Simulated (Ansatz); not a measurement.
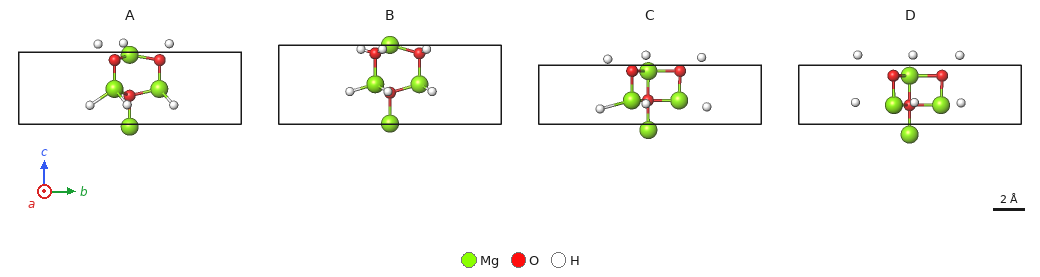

4 geometries from one relaxation of a wire of composition MgH$_{3}$O, in shuffled order. A ball-and-stick model of the cell of the calculation, with the vacuum cut short, seen along the a axis.

Case: wire along [0 0 1], 8 atoms a period, capped with H.

Theory: Ansatz 0.2.0, DFT PBE, scalar-relativistic, plane waves, PAW. (plane-wave cutoff 420 eV; k-point mesh 1 × 1 × 7; occupations gaussian; smearing width 0.05 eV; no spin polarisation; cell relaxed at fixed a, b, alpha, beta, gamma; force threshold 0.02 eV/Å; at most 45 steps)

### Put them in the order of the run, from the start to the converged end.

B, A, C, D. They are steps 0, 10, 16, 35, at +7.951 eV per cell of the calculation, +2.758 eV per cell of the calculation, +0.302 eV per cell of the calculation relative to the last. The largest moves relative to the centre of the atoms, 1.77 Å, are those of H atoms. Largest moves by element: H 1.77 Å, Mg 0.72 Å, O 0.36 Å. Along the periodic axis the drawn cell goes c 5.118 → 3.826 Å (−25.3 %). Some distances before and after: H–O 0.970 → 2.687 Å, H–H 2.473 → 0.757 Å, Mg–O 3.111 → 1.913 Å, H–Mg 1.720 → 2.536 Å. New bonds form, among them: H–H (2.47 → 0.76 Å), Mg–O (3.11 → 1.91 Å), Mg–O (3.11 → 1.92 Å). Bonds break, among them: H–Mg (1.72 → 2.52 Å), H–Mg (1.72 → 2.53 Å), H–Mg (1.72 → 2.54 Å), H–O (0.97 → 2.67 Å). Bond angles that change, for instance: Mg–O–Mg 106.1° → 87.9°, O–Mg–O 106.1° → 90.0°, Mg–O–Mg 106.1° → 90.0°. After 32 accepted moves (35 points after the start) the energy has fallen by 7.951 eV per cell of the calculation. The largest force component goes from 2.2 to 0.014 eV/Å. The line search rejected the trial step at point 7 of the run. At 2 points the geometry stayed and the basis and grid were re-selected for the new cell (energy shift of 31.2 meV per cell of the calculation at most each time).
